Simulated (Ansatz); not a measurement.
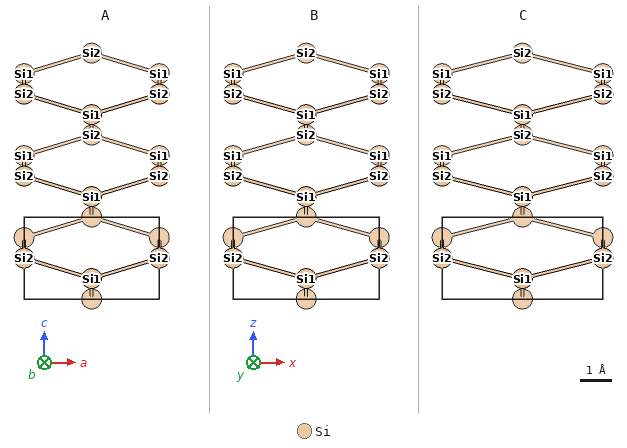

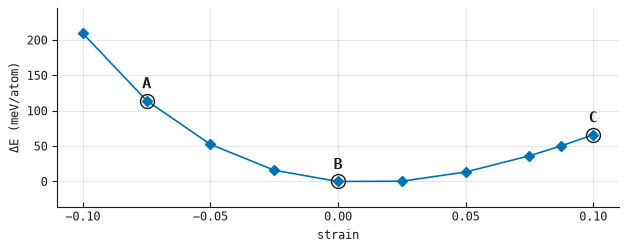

Crystalline Si (I4_1/amd): the cell is strained along x alone, with the atoms kept at their fractional coordinates. x, y and z are the Cartesian axes of the input. The lettered frames are marked on the plot. A ball-and-stick model of the conventional cell (2 times the calculation's cell), repeated 1 × 1 × 3 with one cell outlined, seen along the b axis. Lengths and directions refer to the drawn axes.

Level of theory: DFT r2SCAN, scalar-relativistic, plane waves, PAW in Ansatz. Set-up: plane-wave cutoff 500 eV; k-point mesh 20 × 20 × 20; occupations gaussian; smearing width 0.15 eV; no spin polarisation. Energies (free energies at the smearing named) are counted from the cell as listed in its source, which wasn't relaxed.

Describe the profile.

The lowest computed point lies at the strain 0.00 (0.0 meV/atom). At the ends of the scan the energy is 209.3 meV/atom (−0.10) and 66.0 meV/atom (0.10). The unrelaxed reference is under a pressure of 2.5 GPa, which tilts the curve. The distortion takes the space group from I4_1/amd to Imma. At the strain −0.10 the cell of the drawing goes a 4.743 → 4.268 Å.
